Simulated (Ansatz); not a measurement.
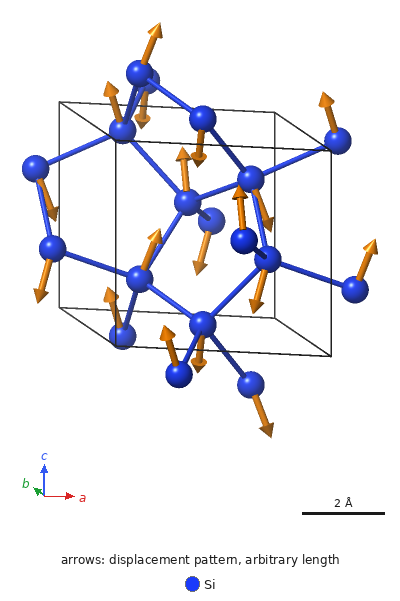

The lowest optical mode of solid Si (a generated structure), space group P6₁22 (No. 178), at the zone centre. The orange arrows are the displacements of the atoms (eigenvector over the root of the mass), of arbitrary overall length and sign. The picture is a ball-and-stick view of the cell of the calculation, seen slightly off an axis.

Method: DFT PBE, scalar-relativistic, plane waves, PAW (Ansatz 0.2.0). (plane-wave cutoff 420 eV; k-point mesh 6 × 6 × 6; occupations fixed; no spin polarisation)

Frequencies are those without the non-analytic (LO–TO) term.

Question: Is this crystal at a minimum with respect to the drawn distortion?

Answer: Yes: this softest mode has a real frequency, and so have all others here. That speaks for this wave vector alone: the rest of the zone wasn't checked in this run. This is the B₁ mode at 159 cm⁻¹, the lowest optical level, silent by symmetry (neither infrared- nor Raman-active). Atoms of one kind move against one another, with no net shift of their sublattice; it mainly bends the Si–Si bonds.
